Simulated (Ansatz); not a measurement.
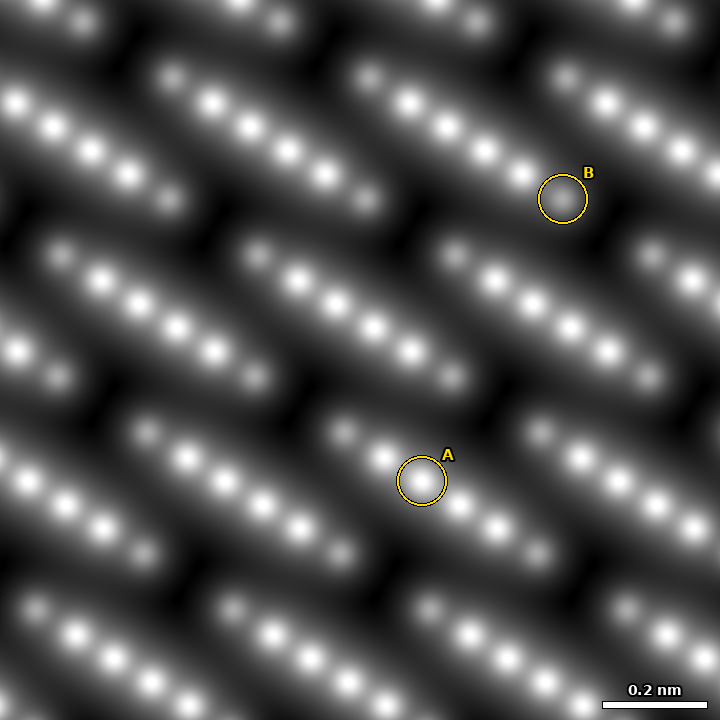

Map of the projected electrostatic potential of Ge (P-3m1, No. 164) along [211]. Computed as the sum of neutral-atom potentials (tabulated electron scattering factors, B = 0.8 Å²) projected along the beam and smoothed by 0.25 Å; brighter is more positive. The display is stretched by a gamma of 0.6; percentages refer to the linear signal. Atomic positions: coordinates from a relaxation with DFT PBE, scalar-relativistic, plane waves, PAW in Ansatz 0.2.0; the starting structure was generated, so it need not be a known form of this composition.

```cif
data_structure
_symmetry_space_group_name_H-M 'P 1'
_symmetry_Int_Tables_number 1
_cell_length_a 4.0675
_cell_length_b 4.0675
_cell_length_c 16.6658
_cell_angle_alpha 90.000
_cell_angle_beta 90.000
_cell_angle_gamma 120.000
_cell_volume 238.78
loop_
_atom_site_label
_atom_site_type_symbol
_atom_site_fract_x
_atom_site_fract_y
_atom_site_fract_z
_atom_site_occupancy
Ge1 Ge 0.33333 0.66667 0.82427 1
Ge2 Ge 0.33333 0.66667 0.97490 1
Ge3 Ge 0.66667 0.33333 0.02510 1
Ge4 Ge 0.66667 0.33333 0.17573 1
Ge5 Ge 0.33333 0.66667 0.22579 1
Ge6 Ge 0.33333 0.66667 0.37526 1
Ge7 Ge 0.00000 0.00000 0.42519 1
Ge8 Ge 0.00000 0.00000 0.57481 1
Ge9 Ge 0.66667 0.33333 0.62474 1
Ge10 Ge 0.66667 0.33333 0.77421 1
```

**Assign the marked columns.**

A: Ge (2 Ge per 18.09 Å along the beam; the brightest kind). B: Ge (1 Ge per 18.09 Å along the beam; about 50 % of the brightest peak). Brightness is counted from the darkest point of the image.
